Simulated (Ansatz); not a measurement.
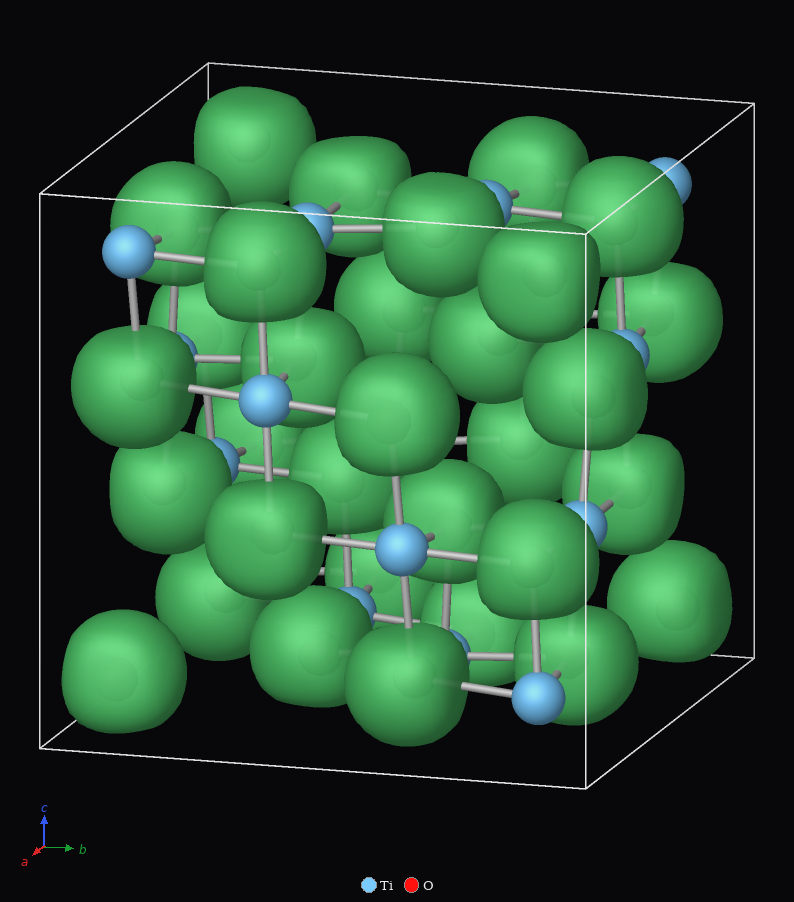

TiO2. Isosurface of the ELF at 0.65 (green), seen slightly off an axis. Only the valence region is drawn (cores and ρ < 0.01 e/Å³ removed). Sticks mark near contacts.

Space group Fd-3m; a structure from a database of computed crystals, not necessarily the ambient phase; computed without spin polarisation.

The calculation used Ansatz, DFT r2SCAN, scalar-relativistic, plane waves, PAW.

Core electrons are frozen (PAW), and the valence fields are smoothed inside the atomic spheres.

The calculation's input:

```
crystal:
  lattice:
    - [0.0, 4.178665564, 4.178665564]
    - [4.178665564, 0.0, 4.178665564]
    - [4.178665564, 4.178665564, 0.0]
  atoms:
    - { symbol: Ti, position: [0.625, 0.625, 0.125] }
    - { symbol: Ti, position: [0.125, 0.625, 0.625] }
    - { symbol: Ti, position: [0.625, 0.125, 0.625] }
    - { symbol: Ti, position: [0.625, 0.625, 0.625] }
    - { symbol: O, position: [0.3907766822, 0.3907766822, 0.3907766822] }
    - { symbol: O, position: [0.3907766822, 0.8276699535, 0.3907766822] }
    - { symbol: O, position: [0.3907766822, 0.3907766822, 0.8276699535] }
    - { symbol: O, position: [0.8276699535, 0.3907766822, 0.3907766822] }
    - { symbol: O, position: [0.8592233178, 0.8592233178, 0.4223300465] }
    - { symbol: O, position: [0.4223300465, 0.8592233178, 0.8592233178] }
    - { symbol: O, position: [0.8592233178, 0.4223300465, 0.8592233178] }
    - { symbol: O, position: [0.8592233178, 0.8592233178, 0.8592233178] }
basis:
  ecutwfc: 500
kpoints:
  mp_grid: { grid: [6, 6, 6] }
hamiltonian:
  xc: r2scan
scf:
  occupations: { method: gaussian, width: 0.05 }
output:
  forces: true
  stress: true
  eigenvalues: true
  write_density: true
  write_potential: true
  elf: true
  volumetric_format: npy
```

Command:

```sh
ansatz run input.yaml --threads 2 --pin off --max-ram 5120MiB --backend cpu --events-out ev --progress --plain --runs-dir out
```

Below, planes, directions and counts refer to the conventional cell (a = 8.36 Å, b = 8.36 Å, c = 8.36 Å, α = 90.00°, β = 90.00°, γ = 90.00°).

**What do the ELF domains correspond to?**

The ELF exceeds this value in 32 regions wrapped around O (the valence shell of each), counted in one cell of 48 atoms. Regions shared between cells count once. Along the contacts the grid gives the following. Ti–O (1.97 Å): the ELF peaks at about 0.80 in the valence shell of O, 0.6 Å from its nucleus, and is about 0.20 at the midpoint; no localised pair shows between them.

**Does the calculation give a band gap?**

It is gapped, with a Kohn–Sham gap of 2.2 eV on the k-point mesh, an upper bound to the gap of this method.
